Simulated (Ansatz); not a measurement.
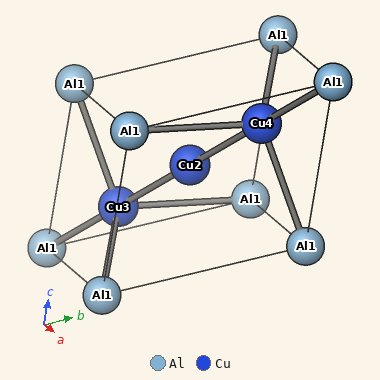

The system is AlCu₃ (Fm-3m, No. 225; 4 atoms in the cell); the picture shows the reference structure. The energy is mapped over volume and the cell's shape. The first coordinate is: volume per atom; the second: length along [111] over the lengths across it, relative to the cubic cell. Nothing is relaxed (fractional coordinates fixed). The grid has 7 × 7 points. Points are written as (first, second). Energies: meV/atom, counted from the lowest grid point. Level of theory: Ansatz 0.2.0, DFT LDA, scalar-relativistic, plane waves, PAW. Settings: cutoff 520 eV, k-mesh 14×14×14, gaussian smearing 0.15 eV, no spin polarisation.

Its coordinates:

```yaml
crystal:
  lattice:
    - [0.00000, 2.84938, 2.84938]
    - [2.84938, 0.00000, 2.84938]
    - [2.84938, 2.84938, 0.00000]
  atoms:
    - { symbol: Al, position: [0.00000, 0.00000, 0.00000] }
    - { symbol: Cu, position: [0.50000, 0.50000, 0.50000] }
    - { symbol: Cu, position: [0.25000, 0.25000, 0.25000] }
    - { symbol: Cu, position: [0.75000, 0.75000, 0.75000] }
```

The input of one point:

```yaml
crystal:
  lattice:
    - [0.0, 2.8493776294, 2.8493776294]
    - [2.8493776294, 0.0, 2.8493776294]
    - [2.8493776294, 2.8493776294, 0.0]
  atoms:
    - { symbol: Al, position: [0.0, 0.0, 0.0] }
    - { symbol: Cu, position: [0.5, 0.5, 0.5] }
    - { symbol: Cu, position: [0.25, 0.25, 0.25] }
    - { symbol: Cu, position: [0.75, 0.75, 0.75] }
basis:
  ecutwfc: 520.0
kpoints:
  mp_grid: { grid: [14, 14, 14] }
hamiltonian:
  xc: lda
  pseudopotentials: { kind: paw, azcp: { folder: soft_1 } }
scf:
  occupations: { method: gaussian, width: 0.15 }
output:
  forces: true
  stress: true
  eigenvalues: true
  write_density: true
  write_potential: true
  elf: true
  volumetric_format: npy
```

Range: volume per atom from 10.18 to 12.96 Å³; length along [111] over the lengths across it, relative to the cubic cell from 0.834 to 1.200.

What landscape does the calculation give?

Answer. The lowest grid point is at (11.57 Å³, 1.000). It is the only kind of minimum in the scanned range. The highest grid point, (10.18 Å³, 0.834), lies 453 meV/atom above the lowest. Round the minimum the two coordinates are nearly uncoupled.

| second ↓, first → | 10.18 | 10.64 | 11.10 | 11.57 | 12.03 | 12.49 | 12.96 |
| --- | --- | --- | --- | --- | --- | --- | --- |
| 1.200 | 310 | 225 | 172 | 146 | 140 | 151 | 175 |
| 1.129 | 208 | 133 | 90 | 72 | 73 | 91 | 122 |
| 1.062 | 137 | 69 | 32 | 19 | 26 | 49 | 83 |
| 1.000 | 111 | 45 | 11 | 0 | 9 | 33 | 69 |
| 0.941 | 142 | 74 | 37 | 24 | 30 | 52 | 87 |
| 0.886 | 251 | 172 | 126 | 105 | 104 | 119 | 147 |
| 0.834 | 453 | 356 | 293 | 257 | 243 | 245 | 262 |

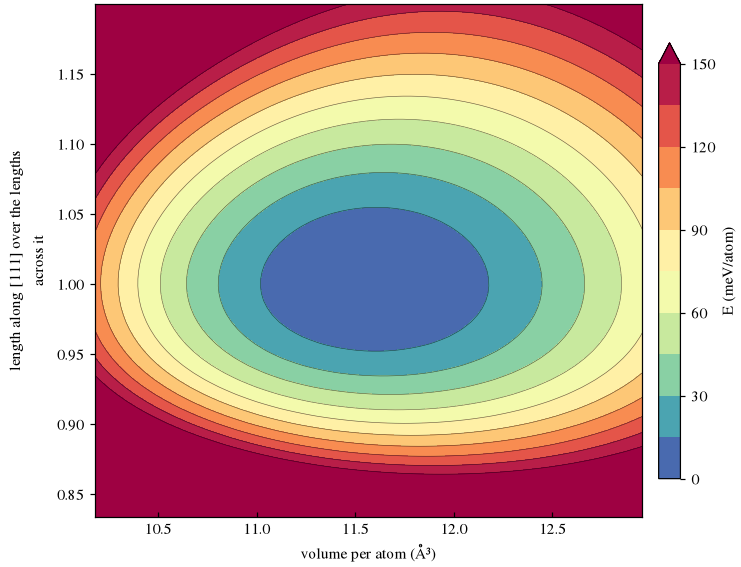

In the figure: filled contours, one colour for all values above the top of the scale. Between grid points the surface is interpolated.

The whole map (49 points run) took 36 min on 2 threads of Arm Neoverse N1, with other jobs on the host.
